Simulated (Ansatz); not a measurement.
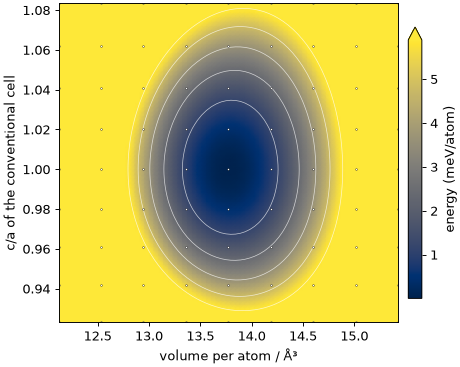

NaH (Fm-3m, No. 225; 2 atoms in the cell). The energy is mapped over volume and the cell's shape. The first coordinate is: volume per atom; the second: c/a of the conventional cell. Nothing is relaxed (symmetry fixes all fractional coordinates). The grid has 9 × 9 points. Points are written as (first, second). Energies: meV/atom, counted from the lowest grid point. Theory: DFT r2SCAN, scalar-relativistic, plane waves, PAW (Ansatz). Settings: cutoff 520 eV, k-mesh 10×10×10, fermi-dirac smearing 0.2 eV, no spin polarisation.

In the figure: a smooth colour map with a few white contour lines, dots at the grid points, one colour for all values above the top of the scale. Between grid points the surface is interpolated.

### Where is the minimum, and how stiff is the well along each coordinate?

The interpolated minimum is at volume per atom ≈ 13.77 Å³, c/a of the conventional cell ≈ 1.000. The curvatures there are about 0.022 eV/(Å³)² and 4.2 eV, with a cross term of about 0 eV/Å³ (per cell of 2 atoms). Round the minimum the two coordinates are nearly uncoupled.
